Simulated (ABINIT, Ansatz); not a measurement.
## Quasiparticle gap of SiC (P6_3mc) in ABINIT

Wanted: ground state, empty states, screening and self-energy for SiC (P6_3mc).

Calculated with ABINIT 10.8.3; PBE and many-body steps on it, plane waves.

**The experiments to reproduce.**

- Gap 3.2 eV: experimental band gap quoted from earlier work; bulk crystal (quoted in “Local vibrational modes of Si vacancy spin qubits in SiC”, 2020, arxiv:2002.00067).

- Gap 3.285 eV: band gap at low temperature, quoted from earlier experiments; bulk crystal (quoted in “Excitation properties of the divacancy in 4H-SiC”, 2018, arxiv:1804.01167).

- Gap 3.26 eV: band gap of pure 4H-SiC, stated as experimental; bulk crystal (pure 4H-SiC, measurement details not given) (quoted in “IBIL Measurement and Optical Simulation of the DI Center in 4H-SiC”, 2023, pmc:10096426).

Report form: the programs' logs are mostly left out.

## (1) The starting structure

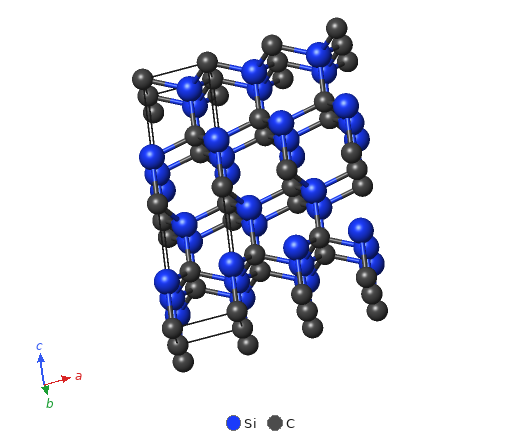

The starting structure, seen from a free direction (silicon blue, carbon dark grey). 3×2×1 cells are drawn. Bonds to atoms that aren't drawn are left out. Some periodic images of atoms are drawn too.

The cell and positions are those that the Materials Project relaxed with its own functionals (PBE, PBE+U or r2SCAN), kept fixed.

## (2) Ground state

This step: ABINIT 10.8.3; DFT, PBE, plane waves, norm-conserving pseudopotentials.

The ground-state density comes first.

Input file run.abi:

```
acell 3*1.0 Angstrom
rprim 
  3.075694149693 -0.000000000023 0.000000000000
  -1.537847074826 2.663629267917 0.000000000000
  0.000000000000 0.000000000000 10.070646480000
ntypat 2
znucl 14 6
natom 8
typat 1 1 1 1 2 2 2 2
xred 
  0.666666666667 0.333333333333 0.937841980000
  0.333333333333 0.666666666667 0.437841980000
  0.000000000000 0.000000000000 0.687894380000
  0.000000000000 0.000000000000 0.187894380000
  0.666666666667 0.333333333333 0.749802590000
  0.333333333333 0.666666666667 0.249802590000
  0.000000000000 0.000000000000 0.500460050000
  0.000000000000 0.000000000000 0.000460050000
pp_dirpath "pseudos"
pseudos "Si.upf, C.upf"
ecut 37
ngkpt 6 6 2
nshiftk 1
shiftk 0 0 0
kptopt 1
chksymbreak 0
nband 24
occopt 1
tolvrs 1e-10
nstep 60
prtwf 0
optforces 0
optstress 0
indata_prefix "in"
outdata_prefix "out"
tmpdata_prefix "tmp"
```

Command:

```
$ OMP_NUM_THREADS=1 mpirun -n 4 abinit run.abi > log
```

Elapsed: 20 s, on 4 MPI ranks of Arm Neoverse V1, shared host; peak memory 0.36 GiB; 80 s of CPU time.

This step gave:

```
total energy               : -1117.8023 eV
gap                        : 2.228 eV
k of the valence top       : 0, 0, 0
k of the conduction bottom : 0.5, 0, 0
least direct gap           : 3.353 eV
```

The gap is indirect, with the least direct gap 1.13 eV higher.

## (3) Bands along the symmetry lines

The cheap functional maps the bands first; the places of the edges decide which points the dearer methods must see.

run.abi, as its differences from that of step 2:

```diff
@@ -21,14 +21,53 @@
 ecut 37
-ngkpt 6 6 2
-nshiftk 1
-shiftk 0 0 0
-kptopt 1
-chksymbreak 0
-nband 24
-occopt 1
-tolvrs 1e-10
-nstep 60
+iscf -2
+irdden 1
+kptopt 0
+nkpt 39
+kpt 
+  0.00000000 0.00000000 0.00000000
+  0.12500000 0.00000000 0.00000000
+  0.25000000 0.00000000 0.00000000
+  0.37500000 0.00000000 0.00000000
+  0.50000000 0.00000000 0.00000000
+  0.45833333 0.08333333 0.00000000
+  0.41666666 0.16666666 0.00000000
+  0.37500000 0.25000000 0.00000000
+  0.33333333 0.33333333 0.00000000
+  0.25000000 0.25000000 0.00000000
+  0.16666666 0.16666666 0.00000000
+  0.08333333 0.08333333 0.00000000
+  0.00000000 0.00000000 0.00000000
+  0.00000000 0.00000000 0.12500000
+  0.00000000 0.00000000 0.25000000
+  0.00000000 0.00000000 0.37500000
+  0.00000000 0.00000000 0.50000000
+  0.12500000 0.00000000 0.50000000
+  0.25000000 0.00000000 0.50000000
+  0.37500000 0.00000000 0.50000000
+  0.50000000 0.00000000 0.50000000
+  0.45833333 0.08333333 0.50000000
+  0.41666666 0.16666666 0.50000000
+  0.37500000 0.25000000 0.50000000
+  0.33333333 0.33333333 0.50000000
+  0.25000000 0.25000000 0.50000000
+  0.16666666 0.16666666 0.50000000
+  0.08333333 0.08333333 0.50000000
+  0.00000000 0.00000000 0.50000000
+  0.50000000 0.00000000 0.50000000
+  0.50000000 0.00000000 0.37500000
+  0.50000000 0.00000000 0.25000000
+  0.50000000 0.00000000 0.12500000
+  0.50000000 0.00000000 0.00000000
+  0.33333333 0.33333333 0.50000000
+  0.33333333 0.33333333 0.37500000
+  0.33333333 0.33333333 0.25000000
+  0.33333333 0.33333333 0.12500000
+  0.33333333 0.33333333 0.00000000
+istwfk *1
+nband 23
+nbdbuf 2
+tolwfr 1e-08
+nstep 40
 prtwf 0
-optforces 0
-optstress 0
+prtvol 0
 indata_prefix "in"
```

Run time: 31 s. Hardware: 4 MPI ranks; peak memory 0.35 GiB.

Numbers from this step:

```
gap                        : 2.228 eV
k of the valence top       : 0, 0, 0
k of the conduction bottom : 0.5, 0, 0
least direct gap           : 3.353 eV
```

The gap is 2.228 eV, as in the run before at this level.

The electronic bands at the labelled points (eV, zero at the top of the highest filled band):

| point | band 13 | band 14 | band 15 | band 16 | band 17 | band 18 | band 19 | band 20 |
| --- | --- | --- | --- | --- | --- | --- | --- | --- |
| Γ | -0.58 | -0.05 | 0.00 | 0.00 | 5.11 | 5.69 | 6.31 | 6.34 |
| M | -2.37 | -2.23 | -1.58 | -1.13 | 2.23 | 2.36 | 4.24 | 4.76 |
| K | -4.00 | -2.88 | -2.88 | -1.68 | 3.98 | 3.98 | 5.20 | 5.60 |
| Γ | -0.58 | -0.05 | 0.00 | 0.00 | 5.11 | 5.69 | 6.31 | 6.34 |
| A | -0.21 | -0.21 | -0.21 | -0.21 | 5.32 | 5.32 | 6.78 | 6.78 |
| L | -2.51 | -2.51 | -1.56 | -1.56 | 2.64 | 2.64 | 4.22 | 4.22 |
| H | -2.76 | -2.76 | -2.46 | -2.46 | 3.25 | 3.25 | 6.69 | 6.69 |
| A | -0.21 | -0.21 | -0.21 | -0.21 | 5.32 | 5.32 | 6.78 | 6.78 |
| jump to L | -2.51 | -2.51 | -1.56 | -1.56 | 2.64 | 2.64 | 4.22 | 4.22 |
| M | -2.37 | -2.23 | -1.58 | -1.13 | 2.23 | 2.36 | 4.24 | 4.76 |
| jump to H | -2.76 | -2.76 | -2.46 | -2.46 | 3.25 | 3.25 | 6.69 | 6.69 |
| K | -4.00 | -2.88 | -2.88 | -1.68 | 3.98 | 3.98 | 5.20 | 5.60 |

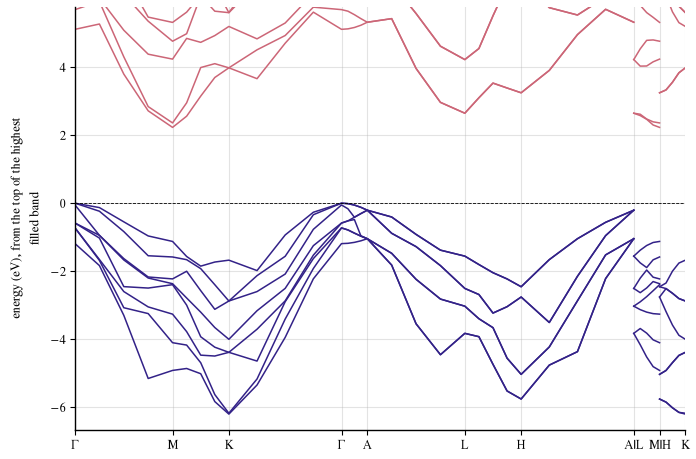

Electronic bands along the path; lines of filled and empty bands in two colours.

## (4) Empty states on the mesh, 3×3×2 mesh, 358 bands

The sums over transitions need many empty states on a uniform mesh; this step solves for them.

Input file run.abi:

```
acell 3*1.0 Angstrom
rprim 
  3.075694149693 -0.000000000023 0.000000000000
  -1.537847074826 2.663629267917 0.000000000000
  0.000000000000 0.000000000000 10.070646480000
ntypat 2
znucl 14 6
natom 8
typat 1 1 1 1 2 2 2 2
xred 
  0.666666666667 0.333333333333 0.937841980000
  0.333333333333 0.666666666667 0.437841980000
  0.000000000000 0.000000000000 0.687894380000
  0.000000000000 0.000000000000 0.187894380000
  0.666666666667 0.333333333333 0.749802590000
  0.333333333333 0.666666666667 0.249802590000
  0.000000000000 0.000000000000 0.500460050000
  0.000000000000 0.000000000000 0.000460050000
pp_dirpath "pseudos"
pseudos "Si.upf, C.upf"
ecut 37
ngkpt 3 3 2
nshiftk 1
shiftk 0 0 0
kptopt 1
chksymbreak 0
iscf -2
irdden 1
istwfk *1
nband 358
nbdbuf 32
tolwfr 1e-09
nstep 60
prtvol 0
indata_prefix "in"
outdata_prefix "out"
tmpdata_prefix "tmp"
```

Wall time 4.6 min (4 MPI ranks); peak memory 0.5 GiB; 18 min of CPU time.

Numbers from this step:

* gap: 3.011 eV
* k of the valence top: 0, 0, 0
* k of the conduction bottom: 0.3333, 0, 0
* least direct gap: 3.856 eV
* k points computed: 6
* lowest point of the top converged band, above the valence top: 124.3914 eV

On this mesh the gap is 3.011 eV. The earlier step found 2.228 eV, so this mesh misses an edge.

## (5) Screening, 3×3×2 mesh, 326 bands, screening to 217.7 eV

The RPA dielectric matrix is built and inverted for each q.

This step: RPA screening on PBE, plane waves, norm-conserving pseudopotentials.

run.abi, as its differences from that of step 4:

```diff
@@ -26,10 +26,11 @@
 chksymbreak 0
-iscf -2
-irdden 1
 istwfk *1
-nband 358
-nbdbuf 32
-tolwfr 1e-09
-nstep 60
-prtvol 0
+occopt 1
+irdwfk 1
+optdriver 3
+nband 326
+ecuteps 8
+inclvkb 2
+awtr 1
+symchi 1
 indata_prefix "in"
```

It took 2.5 min on 4 MPI ranks; peak memory 2.3 GiB.

Numbers from this step:

| Quantity | Value |
| --- | --- |
| ε∞ with local fields, on this mesh, along the program's q direction | 9.484 |
| the same without local fields | 10.38 |
| plasma frequency | 23.13 eV |
| plane waves in the screening matrix | 613 |

Local fields lower ε∞ by 9 %. On a Γ-centred mesh this coarse the value itself is usually too large, while a short band sum pulls it down.

## (6) Self-energy, 3×3×2 mesh, 326 bands, screening to 217.7 eV

The self-energy is evaluated for the states that the input lists, and the levels follow from it, in one-shot runs by the linearised quasiparticle equation.

This step: G0W0 on PBE, plane waves, norm-conserving pseudopotentials.

run.abi, as its differences from that of step 5:

```diff
@@ -29,8 +29,17 @@
 irdwfk 1
-optdriver 3
+optdriver 4
 nband 326
+gwcalctyp 0
+ecutsigx 37
+symsigma 1
+nkptgw 2
+kptgw 
+  0.0000000000 0.0000000000 0.0000000000
+  0.3333333333 0.0000000000 0.0000000000
+bdgw 
+  15 18
+  15 18
 ecuteps 8
-inclvkb 2
-awtr 1
-symchi 1
+irdscr 1
+ppmodel 1
 indata_prefix "in"
```

The job ended after 1.8 min (4 MPI ranks; peak memory 2.5 GiB).

Numbers from this step:

```yaml
g0w0_gap_on_the_points_computed: 3.750 eV
starting_gap_on_the_mesh: 3.011 eV
k_of_the_valence_top: 0, 0, 0
k_of_the_conduction_bottom: 0.3333, 0, 0
z_at_the_valence_top: 0.802
z_at_the_conduction_bottom: 0.828
least_direct_g0w0_gap_on_the_computed_points: 4.697 eV
```

The gap on the mesh goes from 3.01 eV to 3.75 eV, a correction of +0.74 eV. The start differs from the 2.23 eV found before because the two sample other k points.

Limits: finite bands, cutoff and mesh; coarse k mesh. v1 is the top filled band, c1 the lowest empty one. Levels before and after the correction, in eV, zero at the valence-band top of each column:

|  | conduction bottom | valence top |
| --- | --- | --- |
| Kohn-Sham | 3.01 | 0.00 |
| G0W0 | 3.75 | 0.00 |

|  | level | energy (eV) |
| --- | --- | --- |
| Kohn-Sham | Γ v2-v1 | 0.000 |
| Kohn-Sham | Γ c1 | 5.111 |
| Kohn-Sham | Γ c2 | 5.690 |
| Kohn-Sham | (0.333 0 0) v2 | -1.372 |
| Kohn-Sham | (0.333 0 0) v1 | -0.845 |
| Kohn-Sham | (0.333 0 0) c1 | 3.011 |
| Kohn-Sham | (0.333 0 0) c2 | 3.247 |
| G0W0 | Γ v2-v1 | 0.000 |
| G0W0 | Γ c1 | 5.989 |
| G0W0 | Γ c2 | 6.559 |
| G0W0 | (0.333 0 0) v2 | -1.443 |
| G0W0 | (0.333 0 0) v1 | -0.947 |
| G0W0 | (0.333 0 0) c1 | 3.750 |
| G0W0 | (0.333 0 0) c2 | 3.986 |

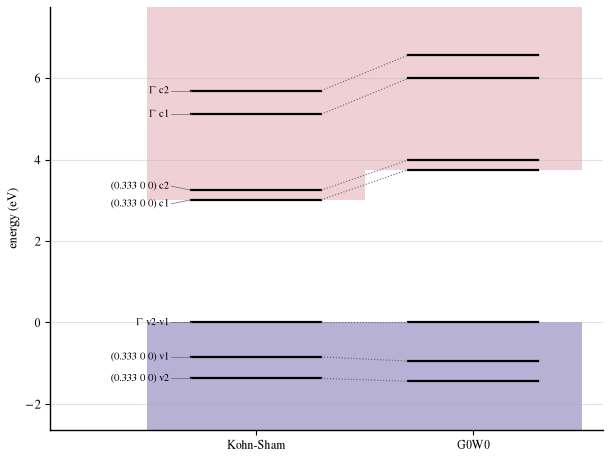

Levels before and after the correction. Shaded: valence and conduction bands.

## (7) Where the time went

Times are wall times on 4 MPI ranks of Arm Neoverse V1, shared host, good to a factor of about two.

| step | time | share | memory (GiB) |
| --- | --- | --- | --- |
| ground state | 20 s | 3 % | 0.36 |
| bands along the symmetry lines | 31 s | 5 % | 0.35 |
| empty states on the mesh | 4.6 min | 47 % | 0.5 |
| screening | 2.5 min | 26 % | 2.3 |
| self-energy | 1.8 min | 18 % | 2.5 |

## (8) Outcome

```json
{"PBE gap": "2.23 eV, indirect", "G0W0 gap on the mesh": "3.75 eV", "G0W0 gap over the zone (rigid shift)": "2.97 eV", "GW settings": "3×3×2 mesh, 326 bands, screening to 217.7 eV, Godby-Needs plasmon pole", "known limits": "not at the basis limit; coarse k mesh"}
```

**Reading.** G0W0 moves the gap on the mesh from 3.01 eV to 3.75 eV (+0.74 eV), with Z of 0.80 and 0.83 at the edges. The mesh misses the band edges by 0.78 eV in all; a rigid shift gives 2.97 eV for the zone. Local fields lower the RPA ε∞ on this mesh from 10.38 to 9.48; a Γ-centred mesh this coarse tends to raise both, most where the direct gap is narrow, while a short band sum lowers them. Only 2 of the mesh's irreducible points were corrected, so a valley elsewhere could overtake. The dearest step here is «empty states on the mesh». Against experiment, by G0W0@PBE: the gap of 2.97 eV lies −0.23 eV from the measured 3.2 eV (kind not stated, quoted 2020); the gap of 2.97 eV lies −0.32 eV from the measured 3.285 eV (kind not stated, quoted 2018); the gap of 2.97 eV lies −0.29 eV from the measured 3.26 eV (kind not stated, quoted 2023). The calculation has static nuclei and no excitons; a measured gap holds zero-point and thermal motion, which mostly lowers it. Bands and cutoff are finite, so the gap is not at the basis limit. The miss can reach some tenths of an eV and take either sign; the mesh is an error of its own. In the G0W0 run levels were corrected at 2 k points alone, so a gap called «on the mesh» is the least over those, and an edge elsewhere would be missed. A denser mesh or path gives a starting gap of 2.23 eV: the GW mesh misses a band edge, so its gaps are not the fundamental one. The 3×3×2 mesh is coarse for this cell, which bears on the long-range parts of exchange and screening.

[Paths, hosts, dates, memory and timing lines, banners, echoed tables and standing remarks are left out of the program output.]

[Logs are printed without paths, hosts, clocks, repeated set-up lines and the standing remarks that a program may print on its own settings, such as how far it seeks lower states.]

[Runs of the session that timed out or met a known fault of the program may be left out.]

[Hosts, paths, dates, database ids (printed as entryN), source tags and the programs' standing remarks are cut or masked in the printed files.]

[G0W0 gaps are taken among the corrected bands and points alone; a level outside them can change the order at an edge.]

[Where Ansatz stands beside ABINIT at settings called matched, ABINIT's density can come from a denser mesh and the files from another edition; pairs whose starting gaps differed by over 0.03 eV were left out, so agreement reads better than it is.]
